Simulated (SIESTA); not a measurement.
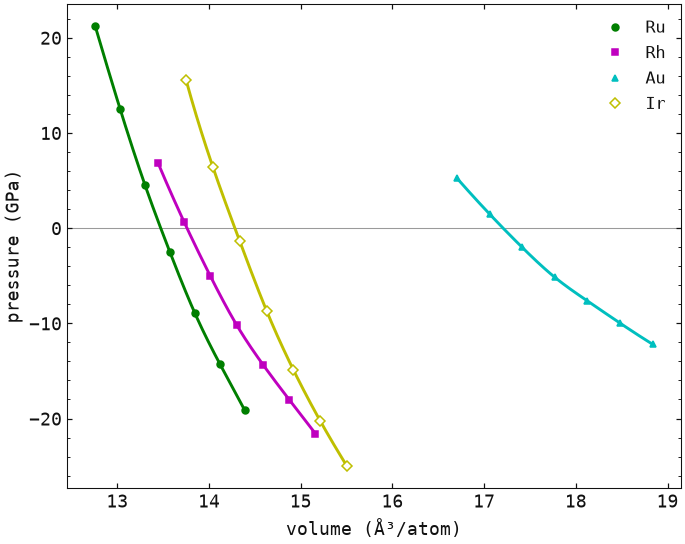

The picture above shows the pressure against volume, with one curve for each element, for Au, Ir, Rh and Ru (all in space group P6_3/mmc (No. 194)).

Computed with SIESTA 5.4.2: DFT in numerical atomic orbitals with pseudopotentials, no spin polarisation; energies at scaled volumes of the given cell, shape and fractions fixed, counted from the fit's minimum, third-order Birch-Murnaghan fit. Level: PBEsol.

- k mesh: 11×11×6
- occupations: Fermi–Dirac
- smearing width: 0.05 eV
- potentials: PseudoDojo 0.4 standard, converted to PSML, two zetas on semicore shells

Settings that differ: Ru: ; Rh: k mesh 11×11×6; Au: ; Ir: k mesh 11×11×6.

Question: Order the curves by fitted equilibrium volume, smallest first.

Answer: Ru 13.471, Rh 13.756, Ir 14.275, Au 17.199 Å³/atom.

Question: Order the curves by fitted bulk modulus, smallest first.

Answer: Au 170.2, Rh 287.5, Ru 343.7, Ir 377.5 GPa.

Question: For Ru: how does the pressure vary with volume?

Answer: It falls from 21.18 GPa at volume 12.76 Å³/atom to −19.12 GPa at 14.39 Å³/atom, and changes sign near 13.48 Å³/atom.

Question: For Rh: how does the pressure vary with volume?

Answer: It falls from 6.85 GPa at volume 13.44 Å³/atom to −21.58 GPa at 15.16 Å³/atom, and changes sign near 13.76 Å³/atom.

Limits of the calculation: mulliken charges of long orbitals; potentials made for another functional (Ir); short basis over semicore shells (Au, Ir); spin-orbit coupling left out, heavy elements (Au); valence orbitals made in semicore potential (Ir); shape and atomic fractions are frozen while scaling, which makes layered, chain and framework solids too stiff.
